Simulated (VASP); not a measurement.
Single-point calculation of W

The run: single-point calculation of W (1 atom in the cell). Method and program: Kohn-Sham DFT of a periodic cell, PBE, VASP PAW PBE potentials, recommended, no spin polarisation (VASP 6.6.1).

The structure derives from an entry of the Crystallography Open Database.

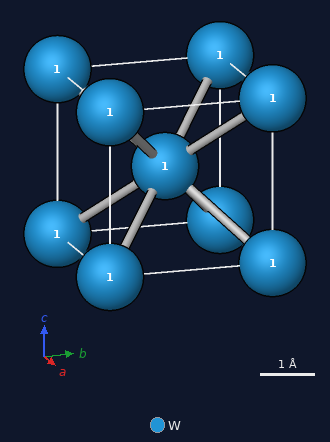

Fig. 1: The input geometry (ball-and-stick view of the cell 2 times as large as that of the calculation, set on its symmetry axes, seen slightly off an axis; atoms are numbered from 1 in the order of the input). An atom can appear more than once, as a periodic image. Near neighbours in the periodic cell (some may lie outside the picture): W has 8 W at 2.76 Å.

### INCAR
```
PREC = Accurate ; ENCUT = 700
EDIFF = 1E-7 ; ISMEAR = 0
SIGMA = 0.1 ; LREAL = False
LASPH = True ; NELM = 100
ALGO = Fast ; ISIF = 2
LWAVE = False ; LCHARG = False
GGA = PE ; NBANDS = 13
```

### KPOINTS
```
regular mesh
0
Gamma
  18 18 18
```

### POSCAR
```
W                                       
1.0
   -1.5927820201      1.5927820201      1.5927820201
    1.5927820201     -1.5927820201      1.5927820201
    1.5927820201      1.5927820201     -1.5927820201
  W             
     1
Direct
     0.0000000000000000    0.0000000000000000    0.0000000000000000
```

Run as:
```bash
cat potpaw_PBE.64/W_sv/POTCAR > POTCAR
mpirun -np 1 vasp_std > vasp.out
```

### OSZICAR
```
N       E                     dE             d eps       ncg     rms          rms(c)
DAV:   1     0.995184333059E+02    0.99518E+02   -0.88522E+03  5078   0.150E+03
DAV:   2    -0.115543006911E+02   -0.11107E+03   -0.10648E+03  5710   0.365E+02
DAV:   3    -0.135763901967E+02   -0.20221E+01   -0.20140E+01  5620   0.455E+01
DAV:   4    -0.135854546175E+02   -0.90644E-02   -0.90642E-02  5580   0.336E+00
DAV:   5    -0.135855317316E+02   -0.77114E-04   -0.77116E-04  5665   0.296E-01    0.202E+01
RMM:   6    -0.130816325759E+02    0.50390E+00   -0.40930E-01  5477   0.599E+00    0.832E+00
RMM:   7    -0.129542298241E+02    0.12740E+00   -0.29820E-01  5504   0.511E+00    0.909E-01
RMM:   8    -0.129516882359E+02    0.25416E-02   -0.12158E-02  6235   0.122E+00    0.277E-01
RMM:   9    -0.129514467862E+02    0.24145E-03   -0.17800E-03  5976   0.515E-01    0.253E-02
RMM:  10    -0.129514427827E+02    0.40035E-05   -0.27626E-04  6250   0.202E-01    0.106E-02
RMM:  11    -0.129514314082E+02    0.11375E-04   -0.33333E-05  6399   0.707E-02    0.297E-03
RMM:  12    -0.129514323004E+02   -0.89214E-06   -0.61502E-06  6498   0.326E-02    0.150E-03
RMM:  13    -0.129514321448E+02    0.15556E-06   -0.85075E-07  5782   0.125E-02    0.238E-03
RMM:  14    -0.129514322430E+02   -0.98217E-07   -0.27335E-07  4711   0.609E-03
   1 F= -.12951432E+02 E0= -.12949641E+02  d E =-.358334E-02
```

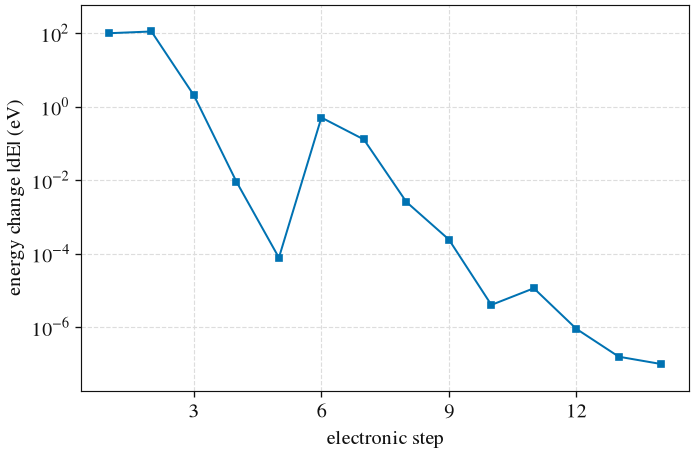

Fig. 2: Convergence of the self-consistent field: energy change |dE| against the electronic step. It takes 14 electronic steps. The density is held fixed in the first few steps, and dE rises again when its update begins.

### Parts of OUTCAR
```
PREC = Accurate
   ENCUT = 700
   EDIFF = 1E-7
   ISMEAR = 0
   LREAL = False
   LASPH = True
   NELM = 100
   ISIF = 2
   GGA = PE

 ion  position               nearest neighbor table
   1  0.000  0.000  0.000-

  LATTYP: Found a body centered cubic cell.
 ALAT       =     3.1855640402

  Lattice vectors:

 A1 = (  -1.5927820201,   1.5927820201,   1.5927820201)
 A2 = (   1.5927820201,  -1.5927820201,   1.5927820201)
 A3 = (   1.5927820201,   1.5927820201,  -1.5927820201)

Analysis of symmetry for initial positions (statically):
=====================================================================
 Subroutine PRICEL returns:
 Original cell was already a primitive cell.

 Routine SETGRP: Setting up the symmetry group for a
 body centered cubic supercell.

 Subroutine GETGRP returns: Found 48 space group operations
 (whereof 48 operations were pure point group operations)
 out of a pool of 48 trial point group operations.

The static configuration has the point symmetry O_h .

Analysis of symmetry for dynamics (positions and initial velocities):
=====================================================================
 Subroutine PRICEL returns:
 Original cell was already a primitive cell.

 Routine SETGRP: Setting up the symmetry group for a
 body centered cubic supercell.

 Subroutine GETGRP returns: Found 48 space group operations
 (whereof 48 operations were pure point group operations)
 out of a pool of 48 trial point group operations.

The dynamic configuration has the point symmetry O_h .

 Subroutine INISYM returns: Found 48 space group operations
 (whereof 48 operations are pure point group operations),
 and found     1 'primitive' translations

----------------------------------------------------------------------------------------

                                     Primitive cell

  volume of cell :      16.1633

  direct lattice vectors                    reciprocal lattice vectors
    -1.592782020  1.592782020  1.592782020     0.000000000  0.313916150  0.313916150
     1.592782020 -1.592782020  1.592782020     0.313916150  0.000000000  0.313916150
     1.592782020  1.592782020 -1.592782020     0.313916150  0.313916150  0.000000000

  length of vectors
     2.758779384  2.758779384  2.758779384     0.443944477  0.443944477  0.443944477

  position of ions in fractional coordinates (direct lattice)
     0.000000000  0.000000000  0.000000000

  ion indices of the primitive-cell ions
   primitive index   ion index
                 1           1

----------------------------------------------------------------------------------------

 KPOINTS: regular mesh

Automatic generation of k-mesh.
 Grid dimensions read from file:
 generate k-points for:   18   18   18

 Generating k-lattice:

  Cartesian coordinates                     Fractional coordinates (reciprocal lattice)
     0.000000000  0.017439786  0.017439786     0.055555556  0.000000000  0.000000000
     0.017439786  0.000000000  0.017439786     0.000000000  0.055555556  0.000000000
     0.017439786  0.017439786  0.000000000     0.000000000  0.000000000  0.055555556

  Length of vectors
     0.024663582  0.024663582  0.024663582

  Shift w.r.t. Gamma in fractional coordinates (k-lattice)
     0.000000000  0.000000000  0.000000000

 Subroutine IBZKPT returns following result:
 ===========================================

 Found    195 irreducible k-points:

 Following reciprocal coordinates:
            Coordinates               Weight
  0.000000  0.000000  0.000000      1.000000
  0.055556  0.000000  0.000000     12.000000
  0.111111  0.000000  0.000000     12.000000
  0.166667  0.000000  0.000000     12.000000
  0.222222  0.000000  0.000000     12.000000
  0.277778  0.000000  0.000000     12.000000
  0.333333  0.000000  0.000000     12.000000
  0.388889  0.000000  0.000000     12.000000
  0.444444  0.000000  0.000000     12.000000
  0.500000  0.000000  0.000000      6.000000
  0.055556  0.055556  0.000000     24.000000
  0.111111  0.055556  0.000000     48.000000
  0.166667  0.055556  0.000000     48.000000
  0.222222  0.055556  0.000000     48.000000
  0.277778  0.055556  0.000000     48.000000
  0.333333  0.055556  0.000000     48.000000
  0.388889  0.055556  0.000000     48.000000
  0.444444  0.055556  0.000000     48.000000
  0.111111  0.111111  0.000000     24.000000
  0.166667  0.111111  0.000000     48.000000
  0.222222  0.111111  0.000000     48.000000
  0.277778  0.111111  0.000000     48.000000
  0.333333  0.111111  0.000000     48.000000
  0.388889  0.111111  0.000000     48.000000
 [... further k-points ...]
   k-points           NKPTS =    195   k-points in BZ     NKDIM =    195   number of bands    NBANDS=     13
   number of dos      NEDOS =    301   number of ions     NIONS =      1
   total plane-waves  NPLWV =  13824
   dimension x,y,z NGX =    24 NGY =   24 NGZ =   24
   dimension x,y,z NGXF=    48 NGYF=   48 NGZF=   48
   ions per type =               1
   NGX,Y,Z   is equivalent  to a cutoff of  14.46, 14.46, 14.46 a.u.
   NGXF,Y,Z  is equivalent  to a cutoff of  28.93, 28.93, 28.93 a.u.
 SYSTEM =  unknown system
   PREC   = accura    normal or accurate (medium, high low for compatibility)
   ISTART =      0    job   : 0-new  1-cont  2-samecut
   ICHARG =      2    charge: 1-file 2-atom 10-const
   ISPIN  =      1    spin polarized calculation?
   LNONCOLLINEAR =      F non collinear calculations
   LSORBIT =      F    spin-orbit coupling
   LASPH  =      T    aspherical Exc in radial PAW
   ENCUT  =  700.0 eV  51.45 Ry    7.17 a.u.   5.95  5.95  5.95*2*pi/ulx,y,z
   NELM   =    100;   NELMIN=  2; NELMDL= -5     # of ELM steps
   EDIFF  = 0.1E-06   stopping-criterion for ELM
   LREAL  =      F    real-space projection
   EDIFFG = 0.1E-05   stopping-criterion for IOM
   NSW    =      0    number of steps for IOM
   IBRION =     -1    ionic relax: 0-MD 1-quasi-New 2-CG
   NFREE  =      0    steps in history (QN), initial steepest desc. (CG)
   ISIF   =      2    stress and relaxation
   ISYM   =      2    0-nonsym 1-usesym 2-fastsym
   POTIM  = 0.5000    time-step for ionic-motion
   TEBEG  =    0.0;   TEEND  =   0.0 temperature during run
   PSTRESS=    0.0 pullay stress
   NELECT =      14.0000    total number of electrons
   NUPDOWN=      -1.0000    fix difference up-down
   EMIN   =  10.00;   EMAX   =-10.00  energy-range for DOS
   EFERMI =   0.00;   METHOD = LEGACY
   ISMEAR =     0;   SIGMA  =   0.10  broadening in eV -4-tet -1-fermi 0-gaus
   EFERMI_NEDOS =   21; number of points for ismear=-14 and -15
   IALGO  =     68    algorithm
   IMIX   =      4    mixing-type and parameters
     AMIX     =   0.40;   BMIX     =  1.00
     AMIX_MAG =   1.60;   BMIX_MAG =  1.00
  volume/ion in A,a.u.               =      16.16       109.08
  Fermi-wavevector in a.u.,A,eV,Ry     =   1.560539  2.948990 33.134004  2.435281
  Thomas-Fermi vector in A             =   2.663736
   LORBIT       =      0    0 simple, 1 ext, 2 COOP (PROOUT), +10 PAW based schemes
   GGA     = PE    functional components
   LHFCALC =     F    Hartree Fock is set to
   AEXX    =    0.0000 exact exchange contribution
   IVDW    =     0    specifies the selected vdW correction
   LEPSILON=     F    determine dielectric tensor
   LRPA    =     F    only Hartree local field effects (RPA)
 non-spin polarized calculation
 RMM-DIIS sequential band-by-band and
 Gauss-broadening in eV      SIGMA  =   0.10
  energy-cutoff  :      700.00
  volume of cell :       16.16
 maximum number of plane-waves:       702
   NGX = 11   NGY = 11   NGZ = 11

 number of electron      14.0000002 magnetization

 Free energy of the ion-electron system (eV)
  ---------------------------------------------------
  ext. energy  EPLUGINS =         0.00000000
  ---------------------------------------------------
  free energy    TOTEN  =       -12.95143224 eV

  energy without entropy =      -12.94784890  energy(sigma->0) =      -12.94964057

 E-fermi :  11.1624     XC(G=0): -13.5300     alpha+bet :-17.8718

 val. band max:       11.1582230385   @ k =  -0.2778   0.3333   0.2222
 cond. band min:      11.1747800824   @ k =   0.5000   0.5000   0.2222
 fundamental gap:      0.0165570440
 Fermi energy:        11.1624148488

 k-point     1 :       0.0000    0.0000    0.0000
  band No.  band energies     occupation
      1     -63.0407      2.00000
      2     -26.6310      2.00000
      3     -26.6310      2.00000
      4     -26.6310      2.00000
      5       1.6348      2.00000
      6       9.9692      2.00000
      7       9.9692      2.00000
      8       9.9692      2.00000
      9      13.3811      0.00000
     10      13.3811      0.00000
     11      25.6358      0.00000
     12      25.6358      0.00000
     13      25.6358      0.00000

 k-point     2 :       0.0556    0.0000    0.0000
  band No.  band energies     occupation
      1     -63.0371      2.00000
      2     -26.6704      2.00000
      3     -26.6434      2.00000
      4     -26.6312      2.00000
      5       1.7812      2.00000
      6       9.8801      2.00000
      7       9.9495      2.00000
      8      10.1099      2.00000
      9      13.2381      0.00000
     10      13.3820      0.00000
     11      25.7607      0.00000
     12      25.8851      0.00000
     13      25.9925      0.00000

 k-point     3 :       0.1111    0.0000    0.0000
  band No.  band energies     occupation
      1     -63.0265      2.00000
      2     -26.7824      2.00000
      3     -26.6786      2.00000
      4     -26.6317      2.00000
      5       2.2046      2.00000
      6       9.6341      2.00000
      7       9.8638      2.00000
      8      10.5274      2.00000
      9      12.9306      0.00000
     10      13.3917      0.00000
     11      26.0727      0.00000
     12      26.6106      0.00000
     13      26.9007      0.00000

 k-point     4 :       0.1667    0.0000    0.0000
  band No.  band energies     occupation
      1     -63.0102      2.00000
      2     -26.9509      2.00000
      3     -26.7323      2.00000
      4     -26.6325      2.00000
      5       2.8541      2.00000
      6       9.2828      2.00000
      7       9.6695      2.00000
      8      11.2078      0.52141
      9      12.7027      0.00000
     10      13.4273      0.00000
     11      26.3397      0.00000
     12      27.7547      0.00000
     13      27.8575      0.00000

 k-point     5 :       0.2222    0.0000    0.0000
  band No.  band energies     occupation
      1     -62.9902      2.00000
      2     -27.1527      2.00000
      3     -26.7974      2.00000
      4     -26.6335      2.00000
      5       3.6294      2.00000
      6       8.8871      2.00000
      7       9.4257      2.00000
      8      12.1256      0.00000
      9      12.6957      0.00000
     10      13.5065      0.00000
     11      26.1491      0.00000
     12      27.9187      0.00000
     13      29.2456      0.00000

 [... the levels of 18 k-points are left out ...]

 k-point    24 :       0.3889    0.1111    0.0000
  band No.  band energies     occupation
      1     -62.9177      2.00000
      2     -27.7639      2.00000
      3     -27.0574      2.00000
      4     -26.6906      2.00000
      5       5.4401      2.00000
      6       7.8371      2.00000
      7      10.5479      2.00000
      8      13.1468      0.00000
      9      14.4374      0.00000
     10      17.4230      0.00000
     11      21.8130      0.00000
     12      23.6307      0.00000
     13      27.6950      0.00000

 [... further k-points ...]

------------------------ aborting loop because EDIFF is reached ----------------------------------------

  FORCE on cell =-STRESS in cart. coord.  units (eV):
  Direction    XX          YY          ZZ          XY          YZ          ZX
  --------------------------------------------------------------------------------------
  -------------------------------------------------------------------------------------
  Total       -0.0005191     -0.0005191     -0.0005191     -0.0000000      0.0000000     -0.0000000
  in kB       -0.0514586     -0.0514586     -0.0514586     -0.0000000      0.0000000     -0.0000000
  external PRESSURE =      -0.0514586 kB  Pullay stress =       0.0000000 kB

 VOLUME and BASIS-vectors are now :
 -----------------------------------------------------------------------------
  energy-cutoff  :      700.00
  volume of cell :       16.16
      direct lattice vectors                 reciprocal lattice vectors
    -1.592782020  1.592782020  1.592782020     0.000000000  0.313916150  0.313916150
     1.592782020 -1.592782020  1.592782020     0.313916150  0.000000000  0.313916150
     1.592782020  1.592782020 -1.592782020     0.313916150  0.313916150  0.000000000

 POSITION                                       TOTAL-FORCE (eV/Angst)
 -----------------------------------------------------------------------------------
      0.00000      0.00000      0.00000         0.000000     -0.000000     -0.000000
 -----------------------------------------------------------------------------------
    total drift:                               -0.000000      0.000000      0.000000

  FREE ENERGIE OF THE ION-ELECTRON SYSTEM (eV)
  ---------------------------------------------------
  free  energy   TOTEN  =       -12.9514322430 eV

  energy  without entropy=      -12.9478489011  energy(sigma->0) =      -12.94964057
```

### CONTCAR
```
W
   1.00000000000000
    -1.5927820201000000    1.5927820201000000    1.5927820201000000
     1.5927820201000000   -1.5927820201000000    1.5927820201000000
     1.5927820201000000    1.5927820201000000   -1.5927820201000000
  W
     1
Direct
     0.0000000000000000    0.0000000000000000    0.0000000000000000

  0.00000000E+00  0.00000000E+00  0.00000000E+00
```

### Results in brief

| quantity | value |
| --- | --- |
| outcome | converged |
| space group (tolerance 0.01 Å) | Im-3m (229) |
| electrons treated | 14 |
| free energy | −12.9514 eV |
| gap on the k-point mesh | none (metallic) |
| pressure | −0.01 GPa |
| largest force (length of the vector) | under 0.001 eV/Å |
| hardware | 1 thread of Intel Xeon (Sapphire Rapids), 64 GiB of memory available, shared host |
| wall time | 29 s |
| peak memory | 0.18 GiB |

### Notes

Spin–orbit coupling is left out, which matters for W.
